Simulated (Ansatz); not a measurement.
Take the following structure.

```yaml
crystal:
  lattice:
    - [5.09015, 0.00000, 0.00000]
    - [0.00000, 5.09015, 0.00000]
    - [0.00000, 0.00000, 5.09015]
  atoms:
    - { symbol: Zr, position: [0.00000, 0.00000, 0.00000] }
    - { symbol: O, position: [0.25000, 0.75000, 0.75000] }
    - { symbol: O, position: [0.25000, 0.25000, 0.75000] }
    - { symbol: Zr, position: [0.00000, 0.50000, 0.50000] }
    - { symbol: O, position: [0.25000, 0.25000, 0.25000] }
    - { symbol: O, position: [0.25000, 0.75000, 0.25000] }
    - { symbol: Zr, position: [0.50000, 0.00000, 0.50000] }
    - { symbol: O, position: [0.75000, 0.75000, 0.25000] }
    - { symbol: O, position: [0.75000, 0.25000, 0.25000] }
    - { symbol: Zr, position: [0.50000, 0.50000, 0.00000] }
    - { symbol: O, position: [0.75000, 0.25000, 0.75000] }
    - { symbol: O, position: [0.75000, 0.75000, 0.75000] }
```

Give a crystallographic description of this input.

Answer. Chemical formula ZrO$_{2}$. Its lattice is face-centred cubic, its space group Fm-3m (No. 225). In terms of structure types, this is fluorite (CaF₂ type). It has 12 atoms to the cell (4 Zr, 8 O). Zr bonds to eight O in a cubic arrangement at 2.20 Å. O is coordinated by four Zr in a tetrahedral arrangement at 2.20 Å. Not all metal-metal contacts are counted. The bonds build a three-dimensional framework.

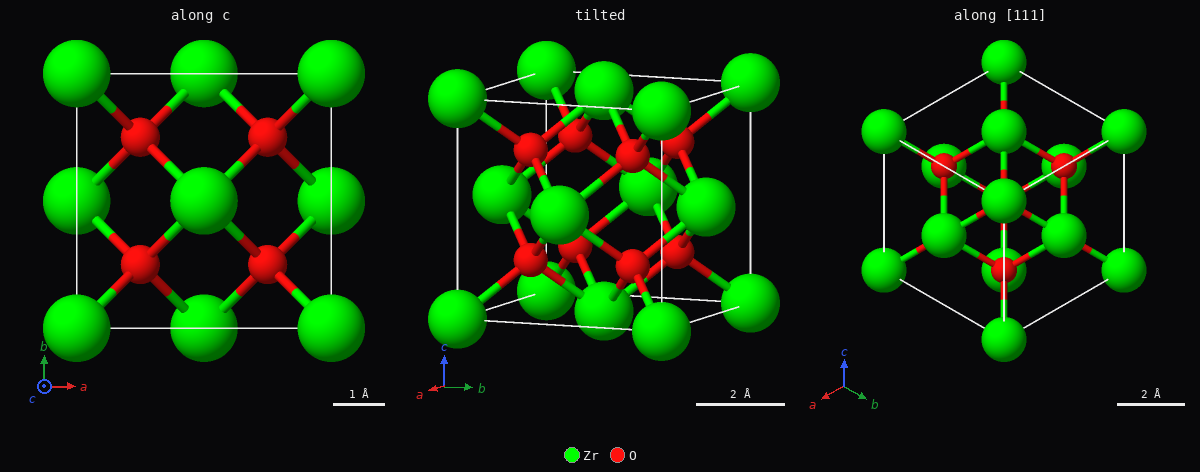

Drawn in the ball-and-stick manner and seen along the c axis, slightly off an axis and along [111]. Thin lines show the conventional unit cell, with boundary atoms drawn in all their periodic places.

Origin of the cell: a structure listed in the Materials Project. Earlier steps of the study may have refined or changed the cell and positions. An electronic-structure calculation with Ansatz was run on it.
